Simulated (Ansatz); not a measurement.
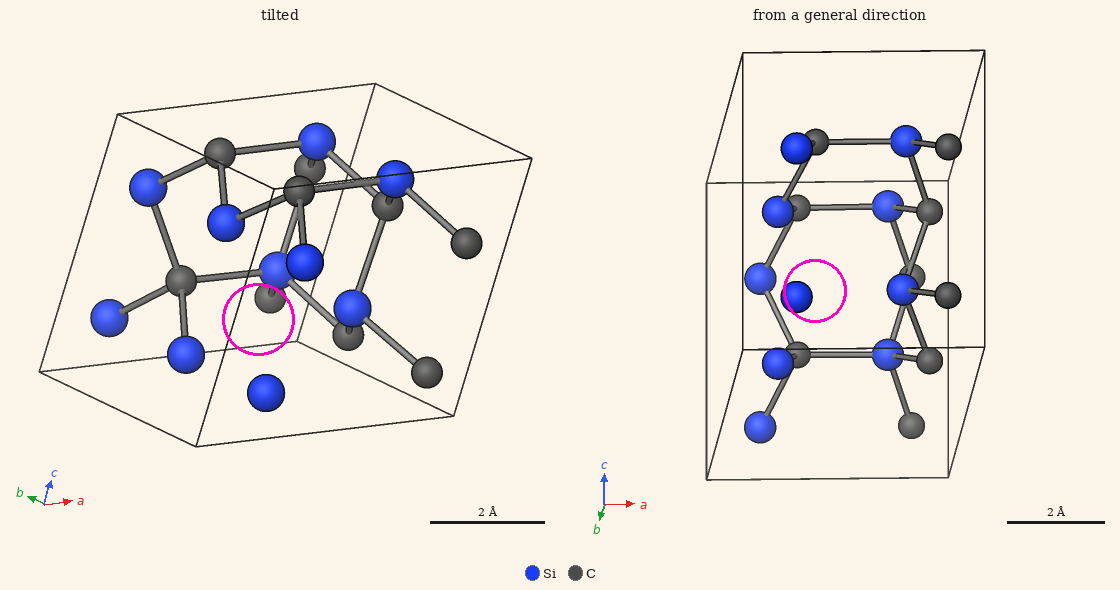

A ball-and-stick rendering, viewed slightly off an axis and from a general direction. Atoms at the boundary of the supercell (the box) are drawn once for each face, edge or corner they touch. The host is SiC, in a cell of 16 sites, and the cell is neutral. A ring marks the defect's site.

> Name the defect and give its surroundings.

A carbon vacancy. Around the empty site lie four Si at about 1.8 to 1.9 Å.

The atoms were relaxed in the host's cell with Ansatz, DFT PBE, scalar-relativistic, plane waves, PAW.
